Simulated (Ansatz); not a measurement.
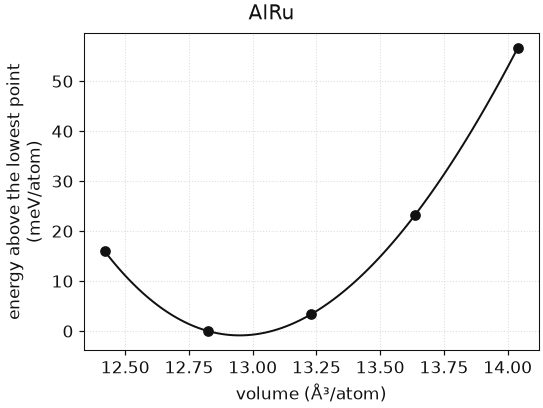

Plotted: energy above the lowest point against volume for AlRu, space group Pm-3m (No. 221) (one of a set of cubic test structures, which need not be the stable phase).

Calculation (Ansatz 0.2.0 development build): equation of state of a cubic crystal from periodic Kohn-Sham density functional theory without spin, third-order Birch-Murnaghan fit to the free energies; pressure corrected for the finite basis. Level: HSE06.

| setting | value |
| --- | --- |
| structure type | CsCl |
| atoms in cell | 2 |
| space group number | 221 |
| lattice centring | simple cubic |
| k mesh | 4×4×4 |
| occupation method | Fermi–Dirac |
| occupation width | 0.1 eV |
| wave cutoff | 700 eV |
| datasets | hard PAW |
| density tolerance | 0 eV |
| bands | 18 |
| density cutoff ratio | 4 |
| search for lower states | default |
| exchange singularity | regularized |

From this curve and the settings, what does the calculation give for the pressure at the same points?

The pressure falls from 10.6 GPa at volume 12.420 Å³/atom to −15.7 GPa at 14.040 Å³/atom, and changes sign near 12.96 Å³/atom.

| volume (Å³/atom) | pressure (GPa) |
| --- | --- |
| 12.420 | 10.6 |
| 12.825 | 2.3 |
| 13.230 | −4.8 |
| 13.635 | −10.7 |
| 14.040 | −15.7 |

Caveats: coarse k-mesh, values are not converged in k; pseudopotentials made with PBE, not this functional.
